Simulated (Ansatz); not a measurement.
## C: a changed input and its effect

System: C (P4/mmm, 1 atom in the cell).
Method of run A: DFT PBE, scalar-relativistic, plane waves, PAW, spin-polarised (Ansatz 0.2.0).

The structure was made by a generator, so it may or may not be a known phase. Text and figures count atoms from 1; the logs count them from 0 in places.

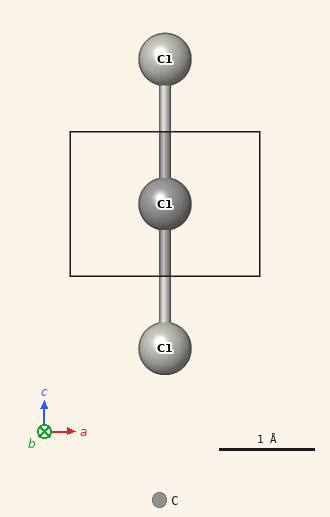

Figure 1. The structure (ball-and-stick view of the cell of the calculation, along the b axis; neighbours outside the cell are drawn fainter; atoms are numbered from 1 in the order of the input). An atom can appear more than once, as a periodic image. Near neighbours in the periodic cell (some may lie outside the picture): C has 2 C at 1.52 Å.

**Input file, run A**
```yaml
crystal:
  lattice:
    - [1.9968944, 0.0, 0.0]
    - [0.0, 1.9968944, 0.0]
    - [0.0, 0.0, 1.5216893]
  atoms:
    - { symbol: C, position: [0.5, 0.5, 0.5], spin: 1.0 }
basis:
  ecutwfc: 420
kpoints:
  mp_grid: { grid: [8, 8, 10] }
hamiltonian:
  xc: pbe
scf:
  occupations: { method: gaussian, width: 0.1 }
  lower_state_search: "off"
output:
  forces: true
  stress: true
  eigenvalues: true
  populations: true
magnetization:
  spin_polarized: true
```

Command:
```bash
ansatz run input.yaml --threads 1 --pin off --max-ram 2560MiB --backend cpu --events-out ev --progress --plain --runs-dir out
```

Hardware: 1 thread of Intel Xeon @ 2.50GHz (Skylake/Cascade Lake), 189 GiB of memory available, shared host.

**Output, shortened to warnings, some set-up lines, iterations and results (run A)**
```
WARN: the starting moments were not kept: the SCF closed with an absolute magnetisation of 2.4e-7 μB, where they sum to 1 μB in size (1 site). That is at most 0.1 of that sum. Measured as dr2_m measures the in/out step, that magnetisation stands 5.0e-14 eV from none, at or under the dr2_threshold of 1.0e-7 eV: it is no larger than a step whose dr2_m would equal this threshold. The system may hold …
Basis set: ecut = 420 eV, 121 PW (Γ), exchange–correlation on 30×30×24 points (8 copies of the dense FFT grid, shifted against one another)
Symmetry: 16 space group operations
k-points: 90 of 640
Initial density: superposition of atomic densities (chi_scale 0.1, normalization cell)
[...]
SCF iter   1: F=—  HF=-247.851160 eV  |F-HF|=—  |Δ(HF+E_count)|=         —  Δρ=9.31e-2 (↑7.23e-2 ↓9.31e-2)  dr2=2.20e-1  dr2_m=3.00e-1  M=0.213 μB ∫|m|=0.213 μB  β_m=0.30  …
SCF iter   2: F=—  HF=-247.949511 eV  |F-HF|=—  |Δ(HF+E_count)|=   9.84e-2  Δρ=6.80e-2 (↑5.54e-2 ↓6.80e-2)  dr2=8.79e-2  dr2_m=1.77e-1  M=0.163 μB ∫|m|=0.163 μB  β_m=0.30  …
SCF iter   3: F=—  HF=-248.013697 eV  |F-HF|=—  |Δ(HF+E_count)|=   6.42e-2  Δρ=4.46e-2 (↑4.46e-2 ↓4.31e-2)  dr2=9.00e-4  dr2_m=1.06e-1  M=0.119 μB ∫|m|=0.119 μB  β_m=0.30  …
SCF iter   4: F=—  HF=-248.059513 eV  |F-HF|=—  |Δ(HF+E_count)|=   4.58e-2  Δρ=3.16e-2 (↑3.16e-2 ↓3.13e-2)  dr2=2.30e-4  dr2_m=5.49e-2  M=0.111 μB ∫|m|=0.111 μB  β_m=0.30  …
SCF iter   5: F=—  HF=-248.083691 eV  |F-HF|=—  |Δ(HF+E_count)|=   2.42e-2  Δρ=2.41e-2 (↑2.41e-2 ↓2.41e-2)  dr2=1.10e-6  dr2_m=3.24e-2  M=0.090 μB ∫|m|=0.090 μB  β_m=0.30  …
[... 5 lines ...]
SCF iter  11: F=-248.117665 eV  HF=-248.117665 eV  |F-HF|=7.60e-8  |Δ(HF+E_count)|=   8.05e-6  Δρ=4.15e-5 (↑3.83e-5 ↓4.15e-5)  dr2=6.37e-8  dr2_m=6.77e-8  M=0.000 μB …
SCF iter  12: F=-248.117665 eV  HF=-248.117665 eV  |F-HF|=6.28e-9  |Δ(HF+E_count)|=   9.89e-8  Δρ=1.27e-5 (↑1.14e-5 ↓1.27e-5)  dr2=3.38e-10  dr2_m=7.99e-9  M=-0.000 μB …
SCF iter  13: F=-248.117665 eV  HF=-248.117665 eV  |F-HF|=9.64e-11  |Δ(HF+E_count)|=   1.01e-8  Δρ=1.65e-6 (↑1.65e-6 ↓1.30e-6)  dr2=1.87e-11  dr2_m=1.15e-10  M=-0.000 μB …
SCF iter  14: F=-248.117665 eV  HF=-248.117665 eV  |F-HF|=3.41e-13  |Δ(HF+E_count)|=  1.50e-10  Δρ=6.01e-8 (↑6.01e-8 ↓5.41e-8)  dr2=2.44e-14  dr2_m=1.68e-13  M=0.000 μB …
SCF 1 converged in 14 iterations: F = -248.117665 eV  dr2 = 2.44e-14
SCF converged after 14 iterations
Magnetization: 0.0000 μB (2.0000 up, 2.0000 down)
Absolute magnetization: 0.0000 μB (∫|ρ↑−ρ↓|, with the PAW one-centre terms)
Spin contamination: 0.0000 ħ² per cell (⟨S²⟩ above its minimum at these occupations)
Per-site moments (μB) at R_I (Å): [(1.3171864582073644e-7, 0.6276968362500001)]
Free energy (F): -248.117665 eV
Harris-Foulkes:  -248.117665 eV  (|F-HF|=3.41e-13)
Internal energy: -248.115203 eV  (E = F + TS)
E sigma→0 (E₀):  -248.116434 eV
Entropy (-TS):   -0.002462 eV (-2.462 meV/atom)
Fermi energy:    12.720233 eV
--- Per-component energies (eV) ---
  E_band       = 17.043771
  E_kinetic    = 86.796030
  E_local      = -50.463645  (includes V_loc(G=0)·N_el)
  E_nonlocal   = 27.061014
  E_hartree    = 9.099844
  E_xc         = -47.483241
  E_vxc        = -58.885492  (∫ρ·V_xc dr)
  E_paw        = -98.437411  (= ΣΔE_a)
  E_vpaw       = -5.663832  (= ΣTr[D̂ρ^β])
  E_aug_tail   = 0.000006  (compensation charges beyond the density's cutoff)
  E_ewald      = -174.687799
  E_smearing   = -0.002462  (= −TS)
  E_closure    = 0.000000  (closes the sum)
  Σ components = -248.117665   (vs F -248.117665, Δ=0.00e0)
--- Forces (eV/Å), atoms counted from 1 ---
  atom   1  C      0.00000000     0.00000000     0.00000000
  max |Σ_I F_I| component: 0.00e0 eV/Å
--- Stress (GPa, compression-positive) ---
       -6.057264       0.000000       0.000000
        0.000000      -6.057264       0.000000
        0.000000       0.000000      12.290402
  P = ⅓ Tr σ = 0.0586 GPa (0.586 kbar)
--- Löwdin populations: 1 site ---
  site symbol       q [e]    m [muB]
     0      C      3.9796     0.0000
  spilling = 0.005105 (of n_electrons = 4.000000)
```

The input of run B differs as follows (lines with − go, lines with + come):
```diff
-    - { symbol: C, position: [0.5, 0.5, 0.5], spin: 1.0 }
+    - { symbol: C, position: [0.5, 0.5, 0.5] }
-  populations: true
-magnetization:
-  spin_polarized: true
```

What does this change do to the results?

The energy is the same within 0.01 meV per atom. The SCF takes 6 iterations against 14. The two runs start from different initial densities, which also moves the count.

**Output, shortened to warnings, some set-up lines, iterations and results (run B)**
```
Basis set: ecut = 420 eV, 121 PW (Γ), exchange–correlation on 30×30×24 points (8 copies of the dense FFT grid, shifted against one another)
Symmetry: 16 space group operations
k-points: 90 of 640
Initial density: superposition of atomic densities (neutral atoms: chi_scale 0, normalization atom), corrected by the library's trained network
[...]
SCF iter   1: F=—  HF=-248.119479 eV  |F-HF|=—  |Δ(HF+E_count)|=         —  Δρ=1.51e-2  dr2=7.34e-3  ethr=1.77e-3  ⟨swp⟩=4.9  Hψ=4265  notcnv=0
SCF iter   2: F=—  HF=-248.117722 eV  |F-HF|=—  |Δ(HF+E_count)|=   1.76e-3  Δρ=6.07e-3  dr2=9.97e-4  ethr=1.84e-4  ⟨swp⟩=1.0  Hψ=1260  notcnv=0
SCF iter   3: F=—  HF=-248.117659 eV  |F-HF|=—  |Δ(HF+E_count)|=   6.33e-5  Δρ=8.58e-4  dr2=1.26e-5  ethr=2.49e-5  ⟨swp⟩=1.8  Hψ=646  notcnv=0
SCF iter   4: F=—  HF=-248.117665 eV  |F-HF|=—  |Δ(HF+E_count)|=   6.15e-6  Δρ=7.11e-5  dr2=1.54e-7  ethr=3.16e-7  ⟨swp⟩=1.7  Hψ=612  notcnv=0
SCF iter   5: F=-248.117665 eV  HF=-248.117665 eV  |F-HF|=1.20e-10  |Δ(HF+E_count)|=   6.06e-8  Δρ=4.94e-6  dr2=7.22e-10  ethr=3.85e-9  ⟨swp⟩=1.4  Hψ=574  notcnv=0
SCF iter   6: F=-248.117665 eV  HF=-248.117665 eV  |F-HF|=1.62e-12  |Δ(HF+E_count)|=  3.56e-11  Δρ=2.70e-7  dr2=9.93e-13  ethr=1.80e-11  ⟨swp⟩=1.6  Hψ=1693  notcnv=0
SCF 1 converged in 6 iterations: F = -248.117665 eV  dr2 = 9.93e-13
SCF converged after 6 iterations
Free energy (F): -248.117665 eV
Harris-Foulkes:  -248.117665 eV  (|F-HF|=1.62e-12)
Internal energy: -248.115203 eV  (E = F + TS)
E sigma→0 (E₀):  -248.116434 eV
Entropy (-TS):   -0.002462 eV (-2.462 meV/atom)
Fermi energy:    12.720233 eV
--- Per-component energies (eV) ---
  E_band       = 17.043771
  E_kinetic    = 86.796030
  E_local      = -50.463645  (includes V_loc(G=0)·N_el)
  E_nonlocal   = 27.061014
  E_hartree    = 9.099844
  E_xc         = -47.483242
  E_vxc        = -58.885492  (∫ρ·V_xc dr)
  E_paw        = -98.437411  (= ΣΔE_a)
  E_vpaw       = -5.663831  (= ΣTr[D̂ρ^β])
  E_aug_tail   = 0.000006  (compensation charges beyond the density's cutoff)
  E_ewald      = -174.687799
  E_smearing   = -0.002462  (= −TS)
  E_closure    = 0.000000  (closes the sum)
  Σ components = -248.117665   (vs F -248.117665, Δ=0.00e0)
--- Forces (eV/Å), atoms counted from 1 ---
  atom   1  C      0.00000000     0.00000000     0.00000000
  max |Σ_I F_I| component: 1.38e-30 eV/Å
--- Stress (GPa, compression-positive) ---
       -6.057278       0.000000       0.000000
        0.000000      -6.057278       0.000000
        0.000000       0.000000      12.290435
  P = ⅓ Tr σ = 0.0586 GPa (0.586 kbar)
```

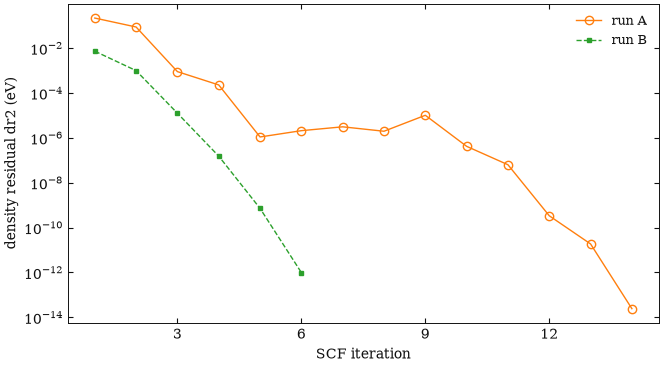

Figure 2. Convergence of the two runs: density residual dr2 against the SCF iteration. Run A takes 14 iterations in all, and run B takes 6.

**The two runs side by side**

```csv
quantity,run A,run B
outcome,converged,converged
free energy per atom (eV),−248.1177,−248.1177
"energy per atom, smearing taken to zero (eV)",−248.1164,−248.1164
gap on the mesh (eV),0.00,0.00
net moment of the cell (μB),0.00,–
absolute moment of the cell (μB),0.00,–
pressure (GPa),0.06,0.06
largest force (eV/Å),0.000,0.000
SCF iterations,14,6
irreducible k-points,90,90
plane waves at Γ,121,121
wall time (shared host),4.1 s,0.85 s
```

For run A: Warnings: some starting moments were not kept.
